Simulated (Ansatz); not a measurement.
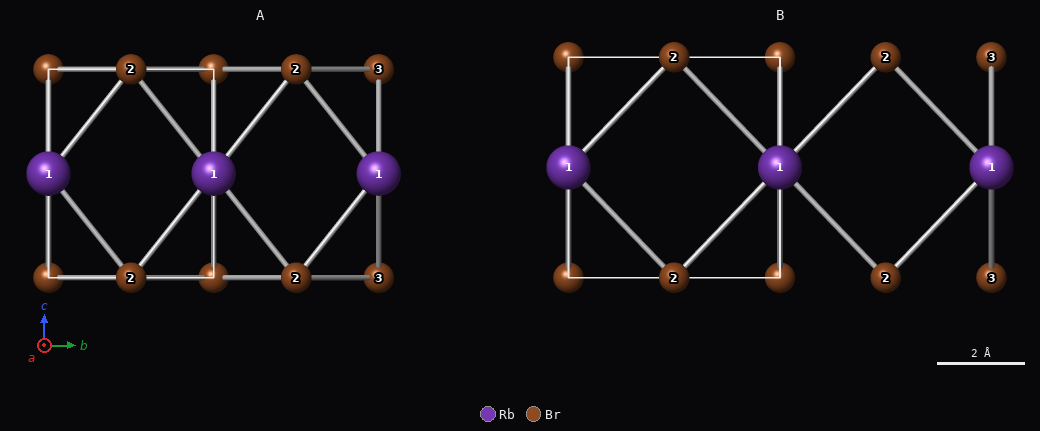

Two geometries of solid RbBr2 (a generated structure, set up in P4/mmm) (coarse preliminary run), drawn at one scale. One is the start of a relaxation, the other its converged end. The picture is a ball-and-stick view of the cell of the calculation, repeated 1 × 2 × 1 with one cell outlined, seen along the a axis.

Computed with DFT PBE, scalar-relativistic, plane waves, PAW (Ansatz). (plane-wave cutoff 420 eV; k-point mesh 4 × 4 × 4; occupations gaussian; smearing width 0.1 eV; no spin polarisation; cell and atoms relaxed; force threshold 0.04 eV/Å; at most 70 steps)

> Which geometry has the lower energy?

Structure B is the relaxed one. No atom moves by more than 0.005 Å relative to the cell. The drawn cell changes as follows: a = b 3.802 → 4.870 Å (+28.1 %), c 4.795 → 5.074 Å (+5.8 %); the volume changes by +73.6 %. Among the contacts that change: Br2–Br3 2.689 → 3.444 Å, Rb1–Br2 3.060 → 3.516 Å. Bond angles that change, for instance: Rb1–Br3–Rb1 103.2° → 92.4°, Rb1–Br3–Rb1 76.8° → 87.6°. The space group stays P4/mmm (No. 123). Over 8 accepted moves (10 points after the start) the energy falls by 1074 meV per atom. All forces vanish by symmetry, so only the cell relaxes. Pressure: 31.63 GPa at the start and 0.03 GPa at the end. The SCF was repeated twice at an unchanged geometry on a basis and grid sized afresh for the cell, which shifted the energy by 23.9 meV per atom at most.

Limits of the set-up: the k-point mesh is coarse for a cell with partly filled bands; an odd number of electrons was run without spin polarisation, which fails if the electron would localise.
